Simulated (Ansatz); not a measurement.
Fe15Co

The calculation's input:

```
crystal:
  lattice:
    - [5.5248942677, 0.0, 0.0]
    - [0.0, 5.5248942677, 0.0]
    - [0.0, 0.0, 5.5248942677]
  atoms:
    - { symbol: Fe, position: [0.5, 0.5, 0.5], spin: 2.35 }
    - { symbol: Fe, position: [0.5, 0.0, 0.5], spin: 2.37 }
    - { symbol: Fe, position: [0.5, 0.5, 0.0], spin: 2.37 }
    - { symbol: Fe, position: [0.0, 0.5, 0.5], spin: 2.37 }
    - { symbol: Fe, position: [0.5, 0.0, 0.0], spin: 2.36 }
    - { symbol: Fe, position: [0.0, 0.0, 0.5], spin: 2.36 }
    - { symbol: Fe, position: [0.0, 0.5, 0.0], spin: 2.36 }
    - { symbol: Fe, position: [0.2499872519, 0.2499872519, 0.2499872519], spin: 2.47 }
    - { symbol: Fe, position: [0.2499872519, 0.7500127481, 0.2499872519], spin: 2.47 }
    - { symbol: Fe, position: [0.2499872519, 0.2499872519, 0.7500127481], spin: 2.47 }
    - { symbol: Fe, position: [0.7500127481, 0.2499872519, 0.2499872519], spin: 2.47 }
    - { symbol: Fe, position: [0.7500127481, 0.7500127481, 0.2499872519], spin: 2.47 }
    - { symbol: Fe, position: [0.2499872519, 0.7500127481, 0.7500127481], spin: 2.47 }
    - { symbol: Fe, position: [0.7500127481, 0.2499872519, 0.7500127481], spin: 2.47 }
    - { symbol: Fe, position: [0.7500127481, 0.7500127481, 0.7500127481], spin: 2.47 }
    - { symbol: Co, position: [0.0, 0.0, 0.0], spin: 1.91 }
basis:
  ecutwfc: 420
kpoints:
  mp_grid: { grid: [6, 6, 6] }
hamiltonian:
  xc: pbesol
scf:
  occupations: { method: gaussian, width: 0.1 }
output:
  forces: true
  stress: true
  eigenvalues: true
  populations: true
  write_density: true
  write_potential: true
  elf: true
  volumetric_format: npy
magnetization:
  spin_polarized: true
relax:
  adjacent_minimum: "off"
  f_tol: 0.01
  max_steps: 30
```

Launched as:

```sh
ansatz run input.yaml --threads 4 --pin off --max-ram 10240MiB --backend cpu --events-out ev --progress --plain --runs-dir out
```

Below, planes, directions and counts refer to the conventional cell (a = 5.52 Å, b = 5.52 Å, c = 5.52 Å, α = 90.00°, β = 90.00°, γ = 90.00°).

Space group Pm-3m; a structure from a database of computed crystals, not necessarily the ambient phase; changed on purpose from its base cell (volume × 0.97, shape and atoms relaxed); computed pressure about 7 GPa in this cell; spin-polarised.

The calculation used Ansatz, DFT PBEsol, scalar-relativistic, plane waves, PAW.

> What can the converged valence pseudo-density, electron localisation function and spin density tell about the bonding?

Fe–Fe (2.39 Å): ρ is about 0.4 e/Å³ halfway; the ELF is about 0.25 at the midpoint (no shared electron pair shows on this line).
Fe–Co (2.39 Å): the density is about 0.4 e/Å³ at the midpoint; the ELF is about 0.25 at the midpoint; no shared electron pair shows on this line.
The spin density sits on Fe: +2.1 μB (×15); Co: +1.7 μB in one cell of 16 atoms: parallel main moments (a ferromagnetic arrangement) in this solution. The cell of the calculation (16 atoms) carries 33.4 μB of net spin moment.

> Does the calculation make it a metal, or give it a gap?

It is metallic or semimetallic at this level of theory: no gap opens.

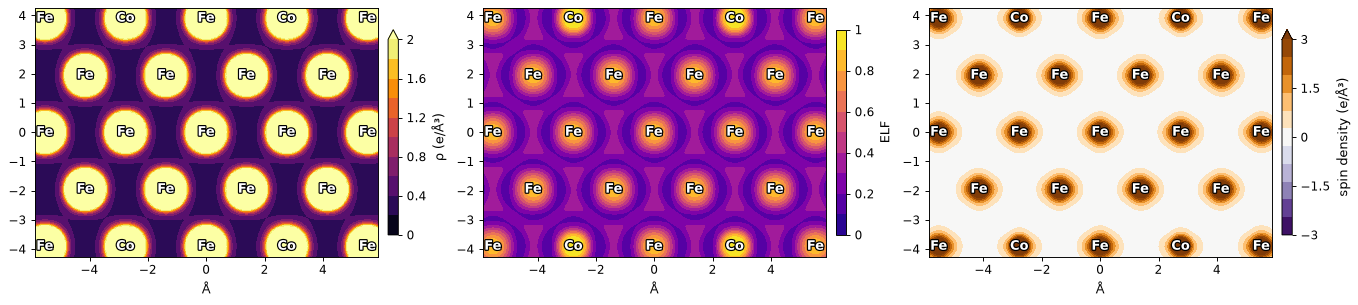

Computed valence pseudo-density, electron localisation function and spin density on the (101̄) plane of the conventional cell, in this order. 

The density is the valence pseudo-density of a PAW calculation; it isn't the true density close to the nuclei.
